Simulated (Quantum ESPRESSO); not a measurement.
# SrO (Fm-3m): how pressure shifts the optical phonon

Aim: the Grüneisen parameter and the pressure coefficient of an optical mode of SrO (Fm-3m).

Calculated with Quantum ESPRESSO 7.5; DFT LDA, scalar-relativistic, plane waves, PseudoDojo norm-conserving pseudopotentials.

The database entry behind the starting cell differs from later determinations by our own check (about 0.5 % short), so it need not match the best structure at ambient conditions.

## Step 1: The relaxed structure

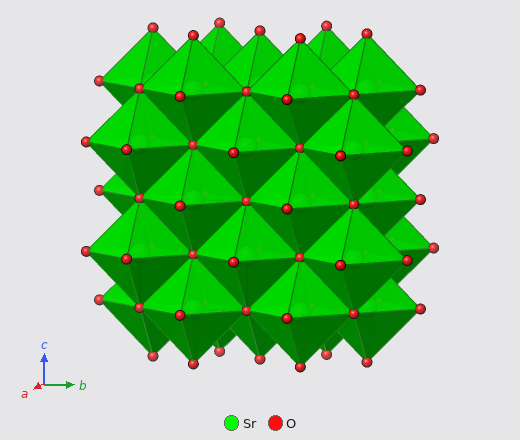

The cell as given, slightly off an axis (strontium green, oxygen red). 1×2×2 cells are drawn. This picture shows the conventional cell, with its axes. Some periodic images of atoms are drawn too.

This is the cell after its relaxation at this level of theory, not the database cell from which that began.

## Step 2: Runs at several volumes

The relaxed cell is scaled uniformly; in this structure symmetry fixes all atoms, so nothing has to be relaxed anew. Each volume gets a ground state and a response at Γ. The mode followed is the highest one without the macroscopic field, of symmetry T1u; longitudinal polar modes lie higher. Cutoff 92 Ry, k mesh 8×8×8.

From the response at V/V₀ = 0.94:

Log:

```text
[banners, grids, parts of the stress and lines that vanish by symmetry left out]
Program PHONON v.7.5
     Reading xml data from directory:

[...]
Exchange-correlation= PW
                           (   1   4   0   0   0   0   0)
[...]
kinetic-energy cut-off    =      92.0000  Ry
     charge density cut-off    =     368.0000  Ry
     convergence threshold     =      1.0E-18
[...]
Exchange-correlation= PW
                           (   1   4   0   0   0   0   0)
[...]
q = (   0.0000000   0.0000000   0.0000000 )
     49 Sym.Ops. (with q -> -q+G )
     G cutoff =  818.1642  (  24357 G-vectors)     FFT grid: ( 45, 45, 45)
     number of k points=    29
[...]
Mode symmetry, O_h (m-3m)  point group:
[...]
Dielectric constant
[...]
End of electric fields calculation
          Dielectric constant in cartesian axis
          (       3.909237466      -0.000000000      -0.000000000 )
          (      -0.000000000       3.909237466       0.000000000 )
          (      -0.000000000       0.000000000       3.909237466 )
          Effective charges (d Force / dE) in cartesian axis without acoustic sum rule applied (asr)
           atom    1  Sr    Mean Z*:        2.52103
      Ex  (        2.52103       -0.00000       -0.00000 )
      Ey  (       -0.00000        2.52103        0.00000 )
      Ez  (        0.00000        0.00000        2.52103 )
           atom    2  O     Mean Z*:       -2.52141
      Ex  (       -2.52141       -0.00000       -0.00000 )
      Ey  (       -0.00000       -2.52141        0.00000 )
      Ez  (       -0.00000        0.00000       -2.52141 )
          Effective charges Sum: Mean:       -0.00038
[...]
Effective charges (d Force / dE) in cartesian axis with asr applied:
           atom    1  Sr    Mean Z*:        2.52122
[...]
atom    2  O     Mean Z*:       -2.52122
[...]
Representation #   1 modes #   1   2   3
[...]
End of self-consistent calculation
     Convergence has been achieved
     Representation #   2 modes #   4   5   6
[...]
End of self-consistent calculation
     Convergence has been achieved
[...]
Dielectric constant in cartesian axis
          (       3.909237466      -0.000000000      -0.000000000 )
          (      -0.000000000       3.909237466       0.000000000 )
          (      -0.000000000       0.000000000       3.909237466 )
          Effective charges (d Force / dE) in cartesian axis without acoustic sum rule applied (asr)
           atom    1  Sr    Mean Z*:        2.52103
      Ex  (        2.52103       -0.00000       -0.00000 )
      Ey  (       -0.00000        2.52103        0.00000 )
      Ez  (        0.00000        0.00000        2.52103 )
           atom    2  O     Mean Z*:       -2.52141
      Ex  (       -2.52141       -0.00000       -0.00000 )
      Ey  (       -0.00000       -2.52141        0.00000 )
      Ez  (       -0.00000        0.00000       -2.52141 )
          Effective charges Sum: Mean:       -0.00038
[...]
Effective charges (d Force / dE) in cartesian axis with asr applied:
           atom    1  Sr    Mean Z*:        2.52122
[...]
atom    2  O     Mean Z*:       -2.52122
[...]
q = (    0.000000000   0.000000000   0.000000000 )
[...]
freq (    1) =       0.021607 [THz] =       0.720725 [cm-1]
     freq (    2) =       0.021607 [THz] =       0.720725 [cm-1]
     freq (    3) =       0.021607 [THz] =       0.720725 [cm-1]
     freq (    4) =       7.599261 [THz] =     253.484072 [cm-1]
     freq (    5) =       7.599261 [THz] =     253.484072 [cm-1]
     freq (    6) =       7.599261 [THz] =     253.484072 [cm-1]
[...]
Mode symmetry, O_h (m-3m)  point group:
     freq (   1-   3) =          0.7  [cm-1]   --> T_1u G_15  G_4- I
     freq (   4-   6) =        253.5  [cm-1]   --> T_1u G_15  G_4- I

   JOB DONE.
```

One volume, V/V₀ = 1, is held back as a test.

```csv
V/V₀,volume (Å³/atom),pressure (GPa),ω (cm⁻¹)
0.94,15.231,7.45,253.48
0.97,15.718,3.42,234.96
1,16.204,0.00,held back
1.03,16.690,-2.89,198.47
1.06,17.176,-5.35,180.32
```

## Step 3: The fit

The mode Grüneisen parameter is γ = −d ln ω / d ln V.

```csv
ln(V/V₀),ln ω
-0.0619,5.5353
-0.0305,5.4594
0.0296,5.2906
0.0583,5.1947
```

A straight line through these points has the slope -2.828, so γ = 2.83; at V/V₀ = 1 it predicts ω = exp(5.3668 + 0.0000) = 214.18 cm⁻¹.

A parabola of pressure against ln V through V/V₀ = 0.97, 1 and 1.03 gives the bulk modulus B = −dP/d ln V = 105 GPa at V₀. With ω₀ from the fitted line the pressure coefficient follows as dω/dP = γ ω₀ / B = 2.83 × 214.2 / 105 = 5.77 cm⁻¹/GPa.

## Step 4: The run that was held back

Log:

```text
[banners, grids, parts of the stress and lines that vanish by symmetry left out]
[banner, memory and clock lines left out]
Program PHONON v.7.5

[...]
Exchange-correlation= PW
                           (   1   4   0   0   0   0   0)
[...]
kinetic-energy cut-off    =      92.0000  Ry
     charge density cut-off    =     368.0000  Ry
     convergence threshold     =      1.0E-18
[...]
Exchange-correlation= PW
                           (   1   4   0   0   0   0   0)
[...]
q = (   0.0000000   0.0000000   0.0000000 )
     49 Sym.Ops. (with q -> -q+G )
     G cutoff =  852.6195  (  26229 G-vectors)     FFT grid: ( 45, 45, 45)
     number of k points=    29
[...]
Mode symmetry, O_h (m-3m)  point group:
[...]
Dielectric constant
[...]
End of electric fields calculation
          Dielectric constant in cartesian axis
          (       3.862306682       0.000000000       0.000000000 )
          (       0.000000000       3.862306682      -0.000000000 )
          (       0.000000000      -0.000000000       3.862306682 )
          Effective charges (d Force / dE) in cartesian axis without acoustic sum rule applied (asr)
           atom    1  Sr    Mean Z*:        2.47556
      Ex  (        2.47556        0.00000        0.00000 )
      Ey  (        0.00000        2.47556       -0.00000 )
      Ez  (        0.00000       -0.00000        2.47556 )
           atom    2  O     Mean Z*:       -2.47586
      Ex  (       -2.47586        0.00000        0.00000 )
      Ey  (        0.00000       -2.47586       -0.00000 )
      Ez  (        0.00000       -0.00000       -2.47586 )
[...]
Representation #   1 modes #   1   2   3
[...]
End of self-consistent calculation
     Convergence has been achieved
     Representation #   2 modes #   4   5   6
[...]
End of self-consistent calculation
     Convergence has been achieved
[...]
Dielectric constant in cartesian axis
          (       3.862306682       0.000000000       0.000000000 )
          (       0.000000000       3.862306682      -0.000000000 )
          (       0.000000000      -0.000000000       3.862306682 )
          Effective charges (d Force / dE) in cartesian axis without acoustic sum rule applied (asr)
           atom    1  Sr    Mean Z*:        2.47556
      Ex  (        2.47556        0.00000        0.00000 )
      Ey  (        0.00000        2.47556       -0.00000 )
      Ez  (        0.00000       -0.00000        2.47556 )
           atom    2  O     Mean Z*:       -2.47586
      Ex  (       -2.47586        0.00000        0.00000 )
      Ey  (        0.00000       -2.47586       -0.00000 )
      Ez  (        0.00000       -0.00000       -2.47586 )
          Effective charges Sum: Mean:       -0.00030
[...]
Effective charges (d Force / dE) in cartesian axis with asr applied:
           atom    1  Sr    Mean Z*:        2.47571
[...]
atom    2  O     Mean Z*:       -2.47571
[...]
q = (    0.000000000   0.000000000   0.000000000 )
[...]
freq (    1) =       0.021705 [THz] =       0.723996 [cm-1]
     freq (    2) =       0.021705 [THz] =       0.723996 [cm-1]
     freq (    3) =       0.021705 [THz] =       0.723996 [cm-1]
     freq (    4) =       6.496406 [THz] =     216.696787 [cm-1]
     freq (    5) =       6.496406 [THz] =     216.696787 [cm-1]
     freq (    6) =       6.496406 [THz] =     216.696787 [cm-1]
[...]
Mode symmetry, O_h (m-3m)  point group:
     freq (   1-   3) =          0.7  [cm-1]   --> T_1u G_15  G_4- I
     freq (   4-   6) =        216.7  [cm-1]   --> T_1u G_15  G_4- I
```

It gives 216.70 cm⁻¹ against the predicted 214.18 cm⁻¹, a miss of 3 cm⁻¹.

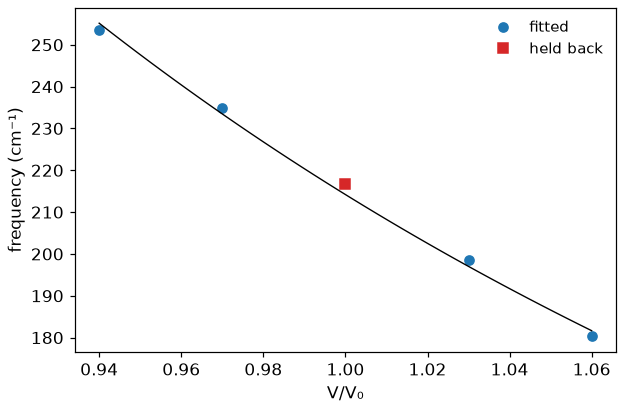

Frequency against volume, with the power-law fit.

## Step 5: Summary of results

```json
{
 "mode Grüneisen parameter": "2.828",
 "bulk modulus": "105 GPa",
 "pressure coefficient": "5.77 cm⁻¹/GPa"
}
```

What this shows: The highest optical mode of SrO (Fm-3m) without the LO-TO term stiffens by 5.77 cm⁻¹ a GPa near the relaxed volume, with γ = 2.83. The power law meets all 5 runs within 1.17 %; between neighbouring volumes γ runs from 2.41 to 3.34. Such a coefficient turns a measured shift of this mode into a hydrostatic stress; uniaxial or biaxial stress splits the mode and needs deformation potentials. These are harmonic values at zero temperature for the structure held cubic, which a run at Γ can't show to be stable; the bulk modulus rests on three points.

[Host names and launcher messages were left out of these logs when they were recorded.]

[Logs are printed without paths, hosts, clocks, repeated set-up lines and the standing remarks that a program may print on its own settings, such as how far it seeks lower states.]

[Hosts, paths, dates, database ids (printed as entryN), source tags and the programs' standing remarks are cut or masked in the printed files.]
